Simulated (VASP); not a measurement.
ZnSiP2 (space group I-42d, No. 122): coordinates from a relaxation with VASP 6.6.1, VASP Kohn-Sham DFT of a periodic cell, r2SCAN, VASP PAW PBE potentials, recommended.

```cif
data_structure
_symmetry_space_group_name_H-M 'P 1'
_symmetry_Int_Tables_number 1
_cell_length_a 5.3734
_cell_length_b 5.3734
_cell_length_c 10.4601
_cell_angle_alpha 90.000
_cell_angle_beta 90.000
_cell_angle_gamma 90.000
_cell_volume 302.02
loop_
_atom_site_label
_atom_site_type_symbol
_atom_site_fract_x
_atom_site_fract_y
_atom_site_fract_z
_atom_site_occupancy
Zn1 Zn 0.00000 0.50000 0.25000 1
Zn2 Zn 0.00000 0.00000 0.00000 1
P1 P 0.25000 0.76730 0.37500 1
P2 P 0.75000 0.23270 0.37500 1
P3 P 0.73270 0.75000 0.12500 1
P4 P 0.26730 0.25000 0.12500 1
Si1 Si 0.50000 0.00000 0.25000 1
Si2 Si 0.50000 0.50000 0.00000 1
Zn3 Zn 0.50000 0.00000 0.75000 1
Zn4 Zn 0.50000 0.50000 0.50000 1
P5 P 0.75000 0.26730 0.87500 1
P6 P 0.25000 0.73270 0.87500 1
P7 P 0.23270 0.25000 0.62500 1
P8 P 0.76730 0.75000 0.62500 1
Si3 Si 0.00000 0.50000 0.75000 1
Si4 Si 0.00000 0.00000 0.50000 1
```

Describe how the polyhedra about Zn are linked (bonds: P–Zn below 2.7 Å).

Zn: ZnP4 tetrahedron, sharing corners with four neighbours.

They form a three-dimensional framework of corner-sharing tetrahedra.

Centre to centre across a shared corner: 3.75 Å.

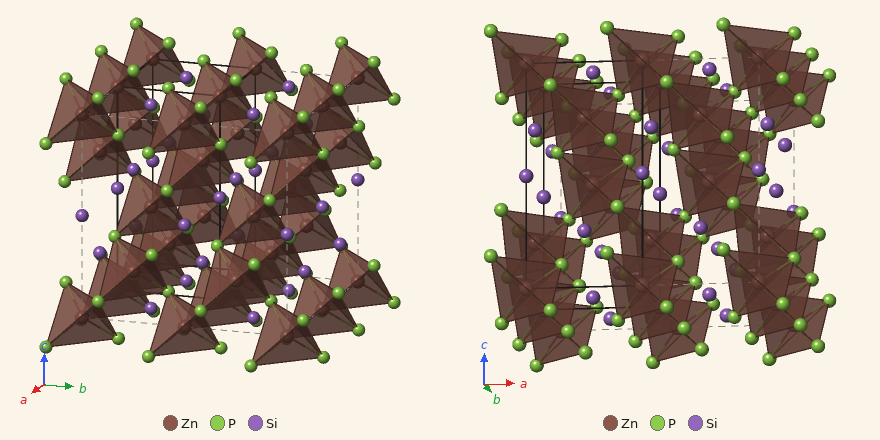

Polyhedra are drawn about Zn (bonds: P–Zn below 2.7 Å); other atoms are plain spheres. Two views of the same piece.
